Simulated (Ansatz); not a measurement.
**MoS2: one change and its effect**

System: MoS2 (P6₃/mmc, 6 atoms in the cell).
Method of run 1: DFT, r2SCAN, plane waves, PAW, no spin polarisation (Ansatz 0.2.0).

The structure derives from an entry of the Crystallography Open Database. The geometry comes from this level: r2scan-rvv10. Text and figures count atoms from 1; the logs count them from 0 in places.

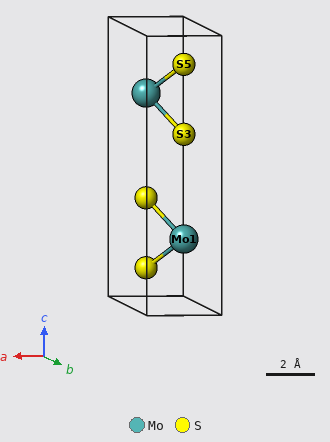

The structure (ball-and-stick view of the cell of the calculation, seen at an oblique angle; atoms are numbered from 1 in the order of the input). An atom can appear more than once, as a periodic image.

## Input, run 1
```yaml
crystal:
  lattice:
    - [3.1730194941, 0.0, 0.0]
    - [-1.586509747, 2.7479154886, 0.0]
    - [0.0, 0.0, 12.4359056939]
  atoms:
    - { symbol: Mo, position: [0.3333333333, 0.6666666667, 0.25] }
    - { symbol: Mo, position: [0.6666666667, 0.3333333333, 0.75] }
    - { symbol: S, position: [0.3333333333, 0.6666666667, 0.6249005388] }
    - { symbol: S, position: [0.6666666667, 0.3333333333, 0.1249005388] }
    - { symbol: S, position: [0.3333333333, 0.6666666667, 0.8750994612] }
    - { symbol: S, position: [0.6666666667, 0.3333333333, 0.3750994612] }
kpoints:
  mp_grid: { grid: [6, 6, 2] }
hamiltonian:
  xc: r2scan
scf:
  occupations: { method: fixed }
  n_extra_bands: 5
output:
  forces: true
  stress: true
  eigenvalues: true
```

Command:
```bash
ansatz run input.yaml --threads 4 --pin off --max-ram 4608MiB --backend cpu --events-out ev --progress --plain --runs-dir out
```

Hardware: 4 threads of Arm Neoverse V1, 112 GiB of memory available, shared host.

## Output, shortened to warnings, some set-up lines, iterations and results (run 1)
```
Basis set: ecut = 500 eV, 2763 PW (Γ), exchange–correlation on 96×96×384 points (64 copies of the dense FFT grid, shifted against one another)
Symmetry: 24 space group operations
k-points: 14 of 72
Initial density: superposition of atomic densities (neutral atoms: chi_scale 0, normalization atom), corrected by the library's trained network
[...]
SCF iter   1: F=—  HF=-13564.212178 eV  |F-HF|=—  |Δ(HF+E_count)|=         —  Δρ=1.02e-2  dr2=1.43e-1  dr2_τ=1.02e-1  ethr=1.77e-3  ⟨swp⟩=5.4  Hψ=1706  notcnv=0  defer=27
SCF iter   2: F=—  HF=-13564.292835 eV  |F-HF|=—  |Δ(HF+E_count)|=   8.07e-2  Δρ=5.12e-3  dr2=1.12e-2  dr2_τ=4.86e-3  ethr=2.76e-4  ⟨swp⟩=2.1  Hψ=784  notcnv=0  defer=37
SCF iter   3: F=—  HF=-13564.297610 eV  |F-HF|=—  |Δ(HF+E_count)|=   4.77e-3  Δρ=2.91e-3  dr2=4.64e-3  dr2_τ=3.12e-4  ethr=2.15e-5  ⟨swp⟩=2.1  Hψ=636  notcnv=0  defer=40
SCF iter   4: F=—  HF=-13564.300518 eV  |F-HF|=—  |Δ(HF+E_count)|=   2.91e-3  Δρ=2.68e-4  dr2=9.77e-5  dr2_τ=9.18e-6  ethr=8.92e-6  ⟨swp⟩=3.4  Hψ=790  notcnv=0  defer=40
SCF iter   5: F=—  HF=-13564.300540 eV  |F-HF|=—  |Δ(HF+E_count)|=   2.14e-5  Δρ=8.87e-5  dr2=2.31e-5  dr2_τ=1.16e-6  ethr=1.88e-7  ⟨swp⟩=2.7  Hψ=752  notcnv=0  defer=38
SCF iter   6: F=—  HF=-13564.300542 eV  |F-HF|=—  |Δ(HF+E_count)|=   2.56e-6  Δρ=1.92e-5  dr2=6.09e-7  dr2_τ=3.32e-8  ethr=4.45e-8  ⟨swp⟩=2.0  Hψ=600  notcnv=0  defer=38
SCF iter   7: F=-13564.300542 eV  HF=-13564.300542 eV  |F-HF|=7.28e-9  |Δ(HF+E_count)|=   2.18e-7  Δρ=4.13e-6  dr2=2.02e-8  dr2_τ=6.80e-10  ethr=1.92e-10  ⟨swp⟩=10.7  Hψ=2333 …
SCF 1 converged in 7 iterations: F = -13564.300542 eV  dr2 = 2.02e-8
SCF converged after 7 iterations
Free energy (F): -13564.300542 eV
Harris-Foulkes:  -13564.300542 eV  (|F-HF|=7.28e-9)
Internal energy: -13564.300542 eV  (E = F + TS)
E sigma→0 (E₀):  -13564.300542 eV
Fermi energy:    10.598900 eV
--- Per-component energies (eV) ---
  E_band       = -361.271379
  E_kinetic    = 1309.746010
  E_local      = -4019.475032  (includes V_loc(G=0)·N_el)
  E_nonlocal   = 396.943586
  E_hartree    = 1550.250185
  E_xc         = -725.383912
  E_vxc        = -892.148512  (∫ρ·V_xc dr)
  E_paw        = -8871.677807  (= ΣΔE_a)
  E_vpaw       = -308.302084  (= ΣTr[D̂ρ^β])
  E_aug_tail   = 0.000019  (compensation charges beyond the density's cutoff)
  E_vtau       = 51.465802  (kinetic-family band-sum trace: ∫τ·v_τ [+ j·A + Jᵃ·Aᵃ] dr)
  E_ewald      = -3203.822117
  E_core_change = -0.881474  (= ΣΔE_core)
  E_smearing   = -0.000000  (= −TS)
  E_closure    = -0.000000  (closes the sum)
  Σ components = -13564.300542   (vs F -13564.300542, Δ=0.00e0)
--- Forces (eV/Å), atoms counted from 1 ---
  atom   1  Mo     0.00000000     0.00000000    -0.00000000
  atom   2  Mo    -0.00000000    -0.00000000     0.00000000
  atom   3  S     -0.00000000    -0.00000000     0.05017770
  atom   4  S      0.00000000     0.00000000     0.05017770
  atom   5  S     -0.00000000    -0.00000000    -0.05017770
  atom   6  S      0.00000000     0.00000000    -0.05017770
  max |Σ_I F_I| component: 6.94e-18 eV/Å
--- Stress (GPa, compression-positive) ---
        1.193581       0.000000      -0.000000
       -0.000000       1.193581      -0.000000
       -0.000000      -0.000000       1.066542
  P = ⅓ Tr σ = 1.1512 GPa (11.512 kbar)
```

Run 2 used a changed input.

## The two runs side by side

```csv
quantity,run 1,run 2
outcome,converged,converged
free energy per atom (eV),−2260.7168,−2260.4577
gap on the mesh (eV),1.04,1.05
pressure (GPa),1.15,1.31
largest force (eV/Å),0.050,0.007
SCF iterations,7,8
irreducible k-points,14,14
plane waves at Γ,2763,939
wall time (shared host),4.3 s,1.6 s
```

What was changed in the input?

The change (lines with − go, lines with + come):
```diff
+basis:
+  ecutwfc: 250
```

The free energy of run 2 is 259.1 meV per atom higher, which measures how much it depends on this numerical setting. The pressure goes from 1.15 to 1.31 GPa. The largest force goes from 0.050 to 0.007 eV/Å. More plane waves can only lower the energy of a fixed Hamiltonian, so the higher cutoff gives the lower value. The SCF takes 8 iterations against 7. The plane waves at Γ go from 2763 to 939.

## Output, shortened to warnings, some set-up lines, iterations and results (run 2)
```
Warning: basis.ecutwfc = 250 eV is below the records' recommended 500 eV, and the density's cutoff is lower with it unless basis.ecutrho_ratio is high enough to keep the records' density cutoff: compare with a run at a higher cutoff
Basis set: ecut = 250 eV, 939 PW (Γ), exchange–correlation on 72×72×288 points (64 copies of the dense FFT grid, shifted against one another)
Symmetry: 24 space group operations
k-points: 14 of 72
Initial density: superposition of atomic densities (neutral atoms: chi_scale 0, normalization atom), corrected by the library's trained network
[...]
SCF iter   1: F=—  HF=-13562.689824 eV  |F-HF|=—  |Δ(HF+E_count)|=         —  Δρ=1.91e-2  dr2=3.86e-1  dr2_τ=1.50e-1  ethr=1.77e-3  ⟨swp⟩=5.0  Hψ=1564  notcnv=0  defer=32
SCF iter   2: F=—  HF=-13562.735717 eV  |F-HF|=—  |Δ(HF+E_count)|=   4.59e-2  Δρ=8.68e-3  dr2=3.59e-2  dr2_τ=1.33e-2  ethr=7.42e-4  ⟨swp⟩=2.9  Hψ=927  notcnv=0  defer=32
SCF iter   3: F=—  HF=-13562.741578 eV  |F-HF|=—  |Δ(HF+E_count)|=   5.86e-3  Δρ=4.65e-3  dr2=8.02e-3  dr2_τ=1.78e-3  ethr=6.90e-5  ⟨swp⟩=2.0  Hψ=612  notcnv=0  defer=40
SCF iter   4: F=—  HF=-13562.745912 eV  |F-HF|=—  |Δ(HF+E_count)|=   4.33e-3  Δρ=7.54e-4  dr2=3.92e-4  dr2_τ=3.66e-5  ethr=1.54e-5  ⟨swp⟩=2.2  Hψ=684  notcnv=0  defer=40
SCF iter   5: F=—  HF=-13562.746120 eV  |F-HF|=—  |Δ(HF+E_count)|=   2.08e-4  Δρ=1.53e-4  dr2=6.50e-5  dr2_τ=3.58e-6  ethr=7.54e-7  ⟨swp⟩=2.1  Hψ=664  notcnv=0  defer=40
SCF iter   6: F=—  HF=-13562.746122 eV  |F-HF|=—  |Δ(HF+E_count)|=   2.29e-6  Δρ=2.91e-5  dr2=1.51e-6  dr2_τ=7.01e-8  ethr=1.25e-7  ⟨swp⟩=2.1  Hψ=602  notcnv=0  defer=12
SCF iter   7: F=—  HF=-13562.746123 eV  |F-HF|=—  |Δ(HF+E_count)|=   5.22e-7  Δρ=8.97e-6  dr2=1.21e-7  dr2_τ=4.77e-9  ethr=2.90e-9  ⟨swp⟩=2.0  Hψ=669  notcnv=0  defer=12
SCF iter   8: F=-13562.746123 eV  HF=-13562.746123 eV  |F-HF|=2.71e-10  |Δ(HF+E_count)|=   2.40e-8  Δρ=1.51e-6  dr2=3.15e-9  dr2_τ=1.60e-10  ethr=1.92e-10  ⟨swp⟩=9.7  Hψ=1921 …
SCF 1 converged in 8 iterations: F = -13562.746123 eV  dr2 = 3.15e-9
SCF converged after 8 iterations
Free energy (F): -13562.746123 eV
Harris-Foulkes:  -13562.746123 eV  (|F-HF|=2.71e-10)
Internal energy: -13562.746123 eV  (E = F + TS)
E sigma→0 (E₀):  -13562.746123 eV
Fermi energy:    10.607699 eV
--- Per-component energies (eV) ---
  E_band       = -364.014604
  E_kinetic    = 1310.130780
  E_local      = -4012.174261  (includes V_loc(G=0)·N_el)
  E_nonlocal   = 393.930277
  E_hartree    = 1546.169726
  E_xc         = -725.381986
  E_vxc        = -892.364778  (∫ρ·V_xc dr)
  E_paw        = -8870.717781  (= ΣΔE_a)
  E_vpaw       = -307.372977  (= ΣTr[D̂ρ^β])
  E_aug_tail   = 0.000714  (compensation charges beyond the density's cutoff)
  E_vtau       = 51.498060  (kinetic-family band-sum trace: ∫τ·v_τ [+ j·A + Jᵃ·Aᵃ] dr)
  E_ewald      = -3203.822117
  E_core_change = -0.881474  (= ΣΔE_core)
  E_smearing   = -0.000000  (= −TS)
  E_closure    = -0.000000  (closes the sum)
  Σ components = -13562.746123   (vs F -13562.746123, Δ=0.00e0)
--- Forces (eV/Å), atoms counted from 1 ---
  atom   1  Mo     0.00000000    -0.00000000    -0.00000000
  atom   2  Mo    -0.00000000     0.00000000     0.00000000
  atom   3  S     -0.00000000    -0.00000000    -0.00712380
  atom   4  S      0.00000000    -0.00000000    -0.00712380
  atom   5  S     -0.00000000    -0.00000000     0.00712380
  atom   6  S      0.00000000    -0.00000000     0.00712380
  max |Σ_I F_I| component: 1.62e-17 eV/Å
--- Stress (GPa, compression-positive) ---
        1.208900       0.000000      -0.000000
        0.000000       1.208900      -0.000000
       -0.000000      -0.000000       1.522934
  P = ⅓ Tr σ = 1.3136 GPa (13.136 kbar)
```

For run 2: Warnings: the cutoff is below the recommended one.
